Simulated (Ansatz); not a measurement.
**Molecular dynamics of Li16H (part 3 of 3)**

The same run, continued: Li16H (defect cell, 17 atoms in the cell); DFT r2SCAN, scalar-relativistic, plane waves, PAW, no spin polarisation (Ansatz 0.2.0); cutoff 500 eV, 2×2×2 k-mesh, Fermi–Dirac smearing of 0.05 eV. It belongs to a series of runs on one base structure; here: dynamics from the last frame of the run before.

Geometry of the input (Å; fractional positions):
```
6.9800  0.0000  0.0000
0.0000  6.9800  0.0000
0.0000  0.0000  6.9800
Li -0.0097  0.0556  0.0336
Li 0.5428  -0.0463  -0.0162
Li -0.0035  0.4623  -0.0258
Li 0.0080  -0.0254  0.4880
Li 0.2560  0.2574  0.2405
Li 0.4747  0.4584  -0.0172
Li 0.4881  0.0172  0.4811
Li 0.7539  0.2477  0.2227
Li 0.0102  0.4953  0.4976
Li 0.2248  0.7799  0.2650
Li 0.2627  0.2239  0.7871
Li 0.4901  0.4986  0.5375
Li 0.7636  0.7550  0.2248
Li 0.7263  0.2387  0.7458
Li 0.2411  0.7879  0.7842
Li 0.7748  0.7899  0.7612
H  -0.0018  0.1492  0.7458
```

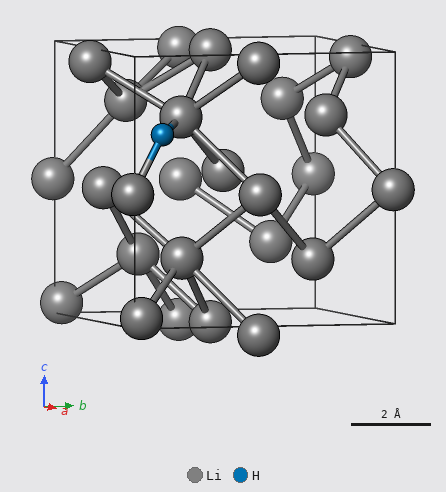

The geometry at step 15 of the log (ball-and-stick view of the cell of the calculation, seen at an oblique angle).

**Trajectory as extended XYZ, continued**
```
17
Lattice="6.9800 0.0000 0.0000 0.0000 6.9800 0.0000 0.0000 0.0000 6.9800" Properties=species:S:1:pos:R:3:forces:R:3 step=9 time_fs=4.5 energy=-3297.36876 temperature=1704.9
Li   -0.1572    0.3077    0.2453    0.2292  -0.1463  -0.4358
Li    3.7317   -0.2439   -0.2366   -0.3585   0.3984   0.5967
Li    0.0106    3.2751   -0.2062   -0.0255   0.4208   0.0601
Li    0.0168   -0.1045    3.4274   -0.0741   0.4993   0.2222
Li    1.8030    1.7252    1.6218   -0.0268  -0.0751   0.1552
Li    3.3024    3.1703   -0.1033    0.2868   0.3817   0.0926
Li    3.4360    0.1950    3.3891    0.1184  -0.1351   0.0329
Li    5.2608    1.7678    1.6270   -0.2908   0.0932   0.2156
Li   -0.0008    3.4133    3.4114    0.1147  -0.1346   0.2182
Li    1.6531    5.3378    1.8451    0.1884  -0.1347  -0.3537
Li    1.6866    1.4772    5.5157   -0.2471  -0.1535  -0.5150
Li    3.4366    3.4603    3.7787   -0.0361   0.1994  -0.1008
Li    5.4451    5.2444    1.5939   -0.3023  -0.2098   0.0464
Li    5.2190    1.7169    5.2659   -0.1358  -0.0382  -0.1144
Li    1.7052    5.5453    5.4952   -0.1852  -0.3417  -0.1130
Li    5.3903    5.5793    5.3041    0.2633  -0.3736  -0.2703
H    -0.2290    0.9399    5.0334    0.4815  -0.2502   0.2630
17
Lattice="6.9800 0.0000 0.0000 0.0000 6.9800 0.0000 0.0000 0.0000 6.9800" Properties=species:S:1:pos:R:3:forces:R:3 step=10 time_fs=5.0 energy=-3297.35722 temperature=1699.4
Li   -0.1668    0.2985    0.2457    0.2335  -0.1309  -0.4153
Li    3.7247   -0.2344   -0.2494   -0.3402   0.3951   0.6174
Li    0.0144    3.2811   -0.2091   -0.0216   0.4253   0.0782
Li    0.0123   -0.0953    3.4302   -0.0561   0.4648   0.1887
Li    1.8047    1.7171    1.6157   -0.0408  -0.0743   0.1548
Li    3.3017    3.1678   -0.1012    0.2878   0.3736   0.0791
Li    3.4394    0.2030    3.3927    0.1154  -0.1375   0.0338
Li    5.2601    1.7723    1.6355   -0.2840   0.0883   0.1900
Li   -0.0086    3.4081    3.4049    0.1310  -0.1269   0.2252
Li    1.6628    5.3257    1.8439    0.1788  -0.1118  -0.3376
Li    1.6698    1.4673    5.5172   -0.2405  -0.1323  -0.5225
Li    3.4383    3.4584    3.7815   -0.0397   0.1897  -0.0943
Li    5.4575    5.2411    1.5968   -0.3290  -0.2022   0.0368
Li    5.2356    1.7223    5.2724   -0.2027  -0.0091  -0.1123
Li    1.7075    5.5499    5.4974   -0.1951  -0.3582  -0.1230
Li    5.3888    5.5860    5.3027    0.2705  -0.3762  -0.2768
H    -0.2492    0.9264    5.0170    0.5326  -0.2774   0.2778
17
Lattice="6.9800 0.0000 0.0000 0.0000 6.9800 0.0000 0.0000 0.0000 6.9800" Properties=species:S:1:pos:R:3:forces:R:3 step=11 time_fs=5.5 energy=-3297.34322 temperature=1692.6
Li   -0.1762    0.2892    0.2459    0.2381  -0.1155  -0.3944
Li    3.7176   -0.2247   -0.2620   -0.3216   0.3920   0.6366
Li    0.0182    3.2873   -0.2119   -0.0170   0.4295   0.0961
Li    0.0077   -0.0861    3.4331   -0.0373   0.4280   0.1514
Li    1.8065    1.7091    1.6097   -0.0549  -0.0734   0.1544
Li    3.3011    3.1653   -0.0991    0.2889   0.3656   0.0657
Li    3.4429    0.2111    3.3962    0.1121  -0.1398   0.0349
Li    5.2593    1.7768    1.6441   -0.2776   0.0830   0.1639
Li   -0.0164    3.4029    3.3985    0.1478  -0.1187   0.2322
Li    1.6726    5.3135    1.8426    0.1694  -0.0891  -0.3218
Li    1.6529    1.4574    5.5186   -0.2333  -0.1107  -0.5292
Li    3.4400    3.4567    3.7842   -0.0432   0.1803  -0.0880
Li    5.4698    5.2378    1.5997   -0.3546  -0.1950   0.0282
Li    5.2522    1.7278    5.2789   -0.2652   0.0202  -0.1090
Li    1.7096    5.5543    5.4996   -0.2049  -0.3745  -0.1329
Li    5.3873    5.5926    5.3012    0.2771  -0.3786  -0.2831
H    -0.2682    0.9123    5.0013    0.5762  -0.3032   0.2950
17
Lattice="6.9800 0.0000 0.0000 0.0000 6.9800 0.0000 0.0000 0.0000 6.9800" Properties=species:S:1:pos:R:3:forces:R:3 step=12 time_fs=6.0 energy=-3297.32718 temperature=1684.9
Li   -0.1856    0.2799    0.2459    0.2427  -0.1003  -0.3733
Li    3.7103   -0.2149   -0.2744   -0.3027   0.3887   0.6544
Li    0.0221    3.2936   -0.2147   -0.0118   0.4336   0.1135
Li    0.0031   -0.0766    3.4361   -0.0176   0.3888   0.1101
Li    1.8083    1.7009    1.6037   -0.0689  -0.0724   0.1542
Li    3.3006    3.1630   -0.0970    0.2900   0.3578   0.0525
Li    3.4464    0.2191    3.3998    0.1086  -0.1420   0.0360
Li    5.2584    1.7814    1.6528   -0.2714   0.0774   0.1374
Li   -0.0242    3.3977    3.3922    0.1650  -0.1101   0.2391
Li    1.6824    5.3014    1.8412    0.1601  -0.0669  -0.3063
Li    1.6359    1.4474    5.5198   -0.2253  -0.0889  -0.5352
Li    3.4416    3.4550    3.7869   -0.0466   0.1711  -0.0817
Li    5.4819    5.2345    1.6026   -0.3791  -0.1882   0.0204
Li    5.2687    1.7333    5.2853   -0.3217   0.0486  -0.1049
Li    1.7117    5.5586    5.5017   -0.2146  -0.3904  -0.1429
Li    5.3859    5.5991    5.2996    0.2830  -0.3805  -0.2892
H    -0.2857    0.8974    4.9862    0.6104  -0.3262   0.3159
17
Lattice="6.9800 0.0000 0.0000 0.0000 6.9800 0.0000 0.0000 0.0000 6.9800" Properties=species:S:1:pos:R:3:forces:R:3 step=13 time_fs=6.5 energy=-3297.30948 temperature=1676.3
Li   -0.1949    0.2705    0.2458    0.2475  -0.0853  -0.3521
Li    3.7030   -0.2050   -0.2866   -0.2834   0.3855   0.6707
Li    0.0259    3.3001   -0.2175   -0.0059   0.4372   0.1305
Li   -0.0015   -0.0671    3.4391    0.0032   0.3473   0.0643
Li    1.8100    1.6928    1.5978   -0.0828  -0.0713   0.1540
Li    3.3001    3.1608   -0.0948    0.2910   0.3500   0.0395
Li    3.4499    0.2270    3.4034    0.1049  -0.1442   0.0373
Li    5.2574    1.7860    1.6615   -0.2657   0.0714   0.1105
Li   -0.0319    3.3924    3.3859    0.1825  -0.1011   0.2459
Li    1.6923    5.2892    1.8396    0.1510  -0.0451  -0.2910
Li    1.6189    1.4375    5.5208   -0.2168  -0.0669  -0.5405
Li    3.4433    3.4534    3.7896   -0.0499   0.1621  -0.0755
Li    5.4940    5.2310    1.6055   -0.4025  -0.1815   0.0135
Li    5.2851    1.7388    5.2917   -0.3708   0.0749  -0.1007
Li    1.7138    5.5628    5.5038   -0.2243  -0.4060  -0.1528
Li    5.3846    5.6054    5.2979    0.2883  -0.3821  -0.2951
H    -0.3018    0.8818    4.9719    0.6337  -0.3451   0.3417
17
Lattice="6.9800 0.0000 0.0000 0.0000 6.9800 0.0000 0.0000 0.0000 6.9800" Properties=species:S:1:pos:R:3:forces:R:3 step=14 time_fs=7.0 energy=-3297.29046 temperature=1667.1
Li   -0.2041    0.2611    0.2456    0.2524  -0.0703  -0.3310
Li    3.6956   -0.1949   -0.2985   -0.2639   0.3823   0.6857
Li    0.0297    3.3068   -0.2202    0.0005   0.4405   0.1469
Li   -0.0060   -0.0574    3.4421    0.0251   0.3033   0.0134
Li    1.8117    1.6846    1.5919   -0.0968  -0.0700   0.1538
Li    3.2998    3.1588   -0.0927    0.2919   0.3425   0.0267
Li    3.4535    0.2349    3.4069    0.1009  -0.1463   0.0385
Li    5.2563    1.7906    1.6703   -0.2602   0.0652   0.0833
Li   -0.0395    3.3870    3.3798    0.2005  -0.0917   0.2526
Li    1.7022    5.2770    1.8380    0.1420  -0.0237  -0.2761
Li    1.6017    1.4274    5.5216   -0.2076  -0.0447  -0.5450
Li    3.4449    3.4518    3.7923   -0.0531   0.1534  -0.0693
Li    5.5058    5.2275    1.6084   -0.4249  -0.1751   0.0075
Li    5.3013    1.7443    5.2980   -0.4112   0.0978  -0.0972
Li    1.7157    5.5668    5.5058   -0.2338  -0.4212  -0.1627
Li    5.3834    5.6116    5.2961    0.2930  -0.3834  -0.3007
H    -0.3164    0.8653    4.9584    0.6451  -0.3583   0.3738
17
Lattice="6.9800 0.0000 0.0000 0.0000 6.9800 0.0000 0.0000 0.0000 6.9800" Properties=species:S:1:pos:R:3:forces:R:3 step=15 time_fs=7.5 energy=-3297.27038 temperature=1657.4
Li   -0.2132    0.2517    0.2453    0.2573  -0.0555  -0.3099
Li    3.6880   -0.1847   -0.3102   -0.2440   0.3789   0.6992
Li    0.0335    3.3135   -0.2229    0.0074   0.4432   0.1626
Li   -0.0106   -0.0476    3.4451    0.0482   0.2569  -0.0430
Li    1.8133    1.6765    1.5861   -0.1106  -0.0686   0.1538
Li    3.2996    3.1568   -0.0905    0.2928   0.3351   0.0141
Li    3.4571    0.2427    3.4105    0.0967  -0.1484   0.0397
Li    5.2551    1.7952    1.6790   -0.2552   0.0586   0.0558
Li   -0.0471    3.3817    3.3737    0.2187  -0.0819   0.2592
Li    1.7122    5.2647    1.8363    0.1333  -0.0029  -0.2615
Li    1.5845    1.4174    5.5222   -0.1977  -0.0224  -0.5488
Li    3.4466    3.4503    3.7949   -0.0561   0.1450  -0.0632
Li    5.5176    5.2240    1.6113   -0.4462  -0.1689   0.0023
Li    5.3174    1.7498    5.3043   -0.4425   0.1162  -0.0950
Li    1.7176    5.5707    5.5078   -0.2431  -0.4360  -0.1726
Li    5.3823    5.6176    5.2941    0.2970  -0.3844  -0.3061
H    -0.3294    0.8480    4.9458    0.6441  -0.3649   0.4134
17
Lattice="6.9800 0.0000 0.0000 0.0000 6.9800 0.0000 0.0000 0.0000 6.9800" Properties=species:S:1:pos:R:3:forces:R:3 step=16 time_fs=8.0 energy=-3297.24941 temperature=1647.3
Li   -0.2223    0.2422    0.2449    0.2621  -0.0409  -0.2892
Li    3.6804   -0.1743   -0.3216   -0.2238   0.3754   0.7114
Li    0.0373    3.3205   -0.2255    0.0146   0.4453   0.1775
Li   -0.0152   -0.0377    3.4481    0.0725   0.2083  -0.1052
Li    1.8149    1.6682    1.5803   -0.1244  -0.0669   0.1539
Li    3.2995    3.1550   -0.0883    0.2935   0.3279   0.0018
Li    3.4607    0.2505    3.4142    0.0923  -0.1504   0.0409
Li    5.2538    1.7998    1.6878   -0.2505   0.0518   0.0283
Li   -0.0546    3.3763    3.3677    0.2373  -0.0717   0.2657
Li    1.7222    5.2525    1.8345    0.1247   0.0175  -0.2473
Li    1.5673    1.4074    5.5227   -0.1872   0.0000  -0.5518
Li    3.4482    3.4488    3.7975   -0.0590   0.1369  -0.0572
Li    5.5291    5.2204    1.6142   -0.4665  -0.1629  -0.0022
Li    5.3334    1.7554    5.3106   -0.4646   0.1293  -0.0947
Li    1.7194    5.5744    5.5097   -0.2523  -0.4504  -0.1824
Li    5.3813    5.6235    5.2921    0.3004  -0.3851  -0.3111
H    -0.3409    0.8298    4.9343    0.6307  -0.3640   0.4615
17
Lattice="6.9800 0.0000 0.0000 0.0000 6.9800 0.0000 0.0000 0.0000 6.9800" Properties=species:S:1:pos:R:3:forces:R:3 step=17 time_fs=8.5 energy=-3297.22762 temperature=1636.7
Li   -0.2312    0.2328    0.2444    0.2670  -0.0264  -0.2687
Li    3.6727   -0.1639   -0.3328   -0.2033   0.3718   0.7223
Li    0.0412    3.3276   -0.2280    0.0221   0.4468   0.1916
Li   -0.0197   -0.0277    3.4511    0.0981   0.1578  -0.1734
Li    1.8165    1.6600    1.5746   -0.1380  -0.0650   0.1541
Li    3.2994    3.1533   -0.0862    0.2941   0.3209  -0.0102
Li    3.4644    0.2583    3.4178    0.0876  -0.1525   0.0419
Li    5.2525    1.8045    1.6966   -0.2461   0.0448   0.0006
Li   -0.0620    3.3709    3.3618    0.2562  -0.0611   0.2722
Li    1.7323    5.2403    1.8326    0.1164   0.0373  -0.2334
Li    1.5499    1.3973    5.5229   -0.1760   0.0225  -0.5539
Li    3.4498    3.4474    3.8001   -0.0618   0.1290  -0.0512
Li    5.5406    5.2167    1.6172   -0.4858  -0.1571  -0.0058
Li    5.3492    1.7611    5.3168   -0.4781   0.1366  -0.0968
Li    1.7211    5.5780    5.5116   -0.2613  -0.4644  -0.1923
Li    5.3804    5.6293    5.2900    0.3032  -0.3856  -0.3159
H    -0.3509    0.8108    4.9238    0.6055  -0.3554   0.5189
17
Lattice="6.9800 0.0000 0.0000 0.0000 6.9800 0.0000 0.0000 0.0000 6.9800" Properties=species:S:1:pos:R:3:forces:R:3 step=18 time_fs=9.0 energy=-3297.20505 temperature=1625.8
Li   -0.2400    0.2233    0.2438    0.2718  -0.0120  -0.2488
Li    3.6650   -0.1533   -0.3438   -0.1825   0.3680   0.7319
Li    0.0450    3.3348   -0.2305    0.0299   0.4475   0.2048
Li   -0.0242   -0.0177    3.4540    0.1246   0.1061  -0.2474
Li    1.8180    1.6518    1.5690   -0.1514  -0.0630   0.1545
Li    3.2995    3.1517   -0.0840    0.2946   0.3141  -0.0218
Li    3.4681    0.2660    3.4214    0.0828  -0.1545   0.0429
Li    5.2510    1.8092    1.7055   -0.2422   0.0376  -0.0272
Li   -0.0693    3.3655    3.3560    0.2753  -0.0501   0.2785
Li    1.7424    5.2281    1.8306    0.1082   0.0565  -0.2199
Li    1.5325    1.3873    5.5230   -0.1640   0.0450  -0.5551
Li    3.4513    3.4460    3.8027   -0.0645   0.1214  -0.0452
Li    5.5518    5.2129    1.6201   -0.5041  -0.1513  -0.0088
Li    5.3648    1.7667    5.3230   -0.4838   0.1378  -0.1015
Li    1.7227    5.5814    5.5133   -0.2700  -0.4778  -0.2021
Li    5.3797    5.6350    5.2878    0.3054  -0.3859  -0.3204
H    -0.3595    0.7908    4.9145    0.5698  -0.3393   0.5856
17
Lattice="6.9800 0.0000 0.0000 0.0000 6.9800 0.0000 0.0000 0.0000 6.9800" Properties=species:S:1:pos:R:3:forces:R:3 step=19 time_fs=9.5 energy=-3297.18171 temperature=1614.5
Li   -0.2488    0.2139    0.2431    0.2764   0.0022  -0.2296
Li    3.6571   -0.1425   -0.3545   -0.1615   0.3639   0.7403
Li    0.0488    3.3422   -0.2329    0.0379   0.4475   0.2171
Li   -0.0286   -0.0077    3.4568    0.1519   0.0540  -0.3267
Li    1.8195    1.6435    1.5634   -0.1647  -0.0606   0.1550
Li    3.2997    3.1502   -0.0818    0.2950   0.3075  -0.0332
Li    3.4718    0.2736    3.4251    0.0776  -0.1566   0.0436
Li    5.2495    1.8139    1.7143   -0.2386   0.0302  -0.0550
Li   -0.0765    3.3600    3.3503    0.2946  -0.0387   0.2847
Li    1.7525    5.2159    1.8285    0.1002   0.0752  -0.2067
Li    1.5151    1.3773    5.5228   -0.1513   0.0675  -0.5555
Li    3.4529    3.4447    3.8053   -0.0669   0.1140  -0.0393
Li    5.5629    5.2092    1.6230   -0.5215  -0.1457  -0.0110
Li    5.3802    1.7725    5.3292   -0.4831   0.1331  -0.1089
Li    1.7242    5.5846    5.5151   -0.2784  -0.4908  -0.2119
Li    5.3790    5.6405    5.2854    0.3070  -0.3860  -0.3244
H    -0.3666    0.7701    4.9067    0.5253  -0.3167   0.6613
17
Lattice="6.9800 0.0000 0.0000 0.0000 6.9800 0.0000 0.0000 0.0000 6.9800" Properties=species:S:1:pos:R:3:forces:R:3 step=20 time_fs=10.0 energy=-3297.15769 temperature=1602.9
Li   -0.2575    0.2044    0.2423    0.2809   0.0162  -0.2110
Li    3.6492   -0.1317   -0.3649   -0.1403   0.3598   0.7474
Li    0.0527    3.3498   -0.2353    0.0459   0.4465   0.2283
Li   -0.0330    0.0024    3.4596    0.1794   0.0026  -0.4103
Li    1.8209    1.6352    1.5578   -0.1777  -0.0580   0.1557
Li    3.3000    3.1489   -0.0797    0.2952   0.3010  -0.0442
Li    3.4755    0.2812    3.4288    0.0722  -0.1587   0.0442
Li    5.2479    1.8186    1.7230   -0.2354   0.0228  -0.0826
Li   -0.0837    3.3546    3.3447    0.3141  -0.0270   0.2908
Li    1.7627    5.2038    1.8264    0.0924   0.0933  -0.1939
Li    1.4976    1.3673    5.5225   -0.1378   0.0900  -0.5548
Li    3.4544    3.4434    3.8078   -0.0693   0.1069  -0.0334
Li    5.5738    5.2053    1.6259   -0.5380  -0.1402  -0.0126
Li    5.3955    1.7783    5.3353   -0.4774   0.1231  -0.1187
Li    1.7256    5.5877    5.5167   -0.2865  -0.5032  -0.2216
Li    5.3784    5.6459    5.2830    0.3080  -0.3860  -0.3281
H    -0.3726    0.7486    4.9004    0.4741  -0.2892   0.7446
```

**Summary**

| quantity | value |
| --- | --- |
| outcome | finished |
| mean temperature over the second half | 1655 K |
| trajectory | 20 steps, 10 fs |
| ensemble | nve |
| temperature in the input | 1680.0 K |
| time step | 0.5 fs |
| electrons treated | 49 |
| potential energy (free energy of the electrons) (last step) | −3297.1577 eV |
| Fermi energy (last step) | 0.841 eV |
| largest force (length of the vector) (last step) | 0.929 eV/Å |
| wall time | 7.9 min |
| peak memory | 0.65 GiB |

**Notes**

So short a trajectory is not equilibrated.
